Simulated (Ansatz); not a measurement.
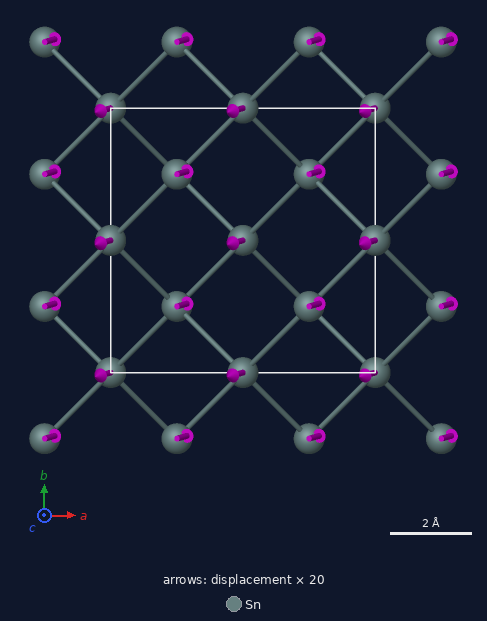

This is a relaxation of crystalline Sn (set up in Fd-3m). The starting structure is drawn; purple arrows show the displacements (the part carried along by the change of the cell is left out), magnified 20 times.

Style: ball-and-stick. Shown: the conventional cell (4 times the calculation's cell), along the c axis. Lengths and directions refer to the drawn axes.

All numbers below come from DFT PBEsol, scalar-relativistic, plane waves, PAW (Ansatz). (plane-wave cutoff 420 eV; k-point mesh 10 × 10 × 10; occupations gaussian; smearing width 0.15 eV; no spin polarisation)

What happened in the run?

Answer. The largest moves relative to the cell, 0.043 Å, are those of Sn atoms. The drawn cell changes as follows: a 6.542 → 6.253 Å (−4.4 %), b 6.542 → 6.601 Å (+0.9 %), c 6.542 → 6.771 Å (+3.5 %), α 90.0° → 92.0°, β 90.0° → 90.7°, γ 90.0° → 86.2°; the volume changes by −0.4 %. Among the contacts that change: Sn–Sn 2.833 → 2.866 Å, Sn–Sn 2.833 → 2.812 Å. Bond angles that change, for instance: Sn–Sn–Sn 109.5° → 102.3°, Sn–Sn–Sn 109.5° → 115.2°. The space group (tolerance 0.01 Å) goes from Fd-3m (No. 227) to P-1 (No. 2).
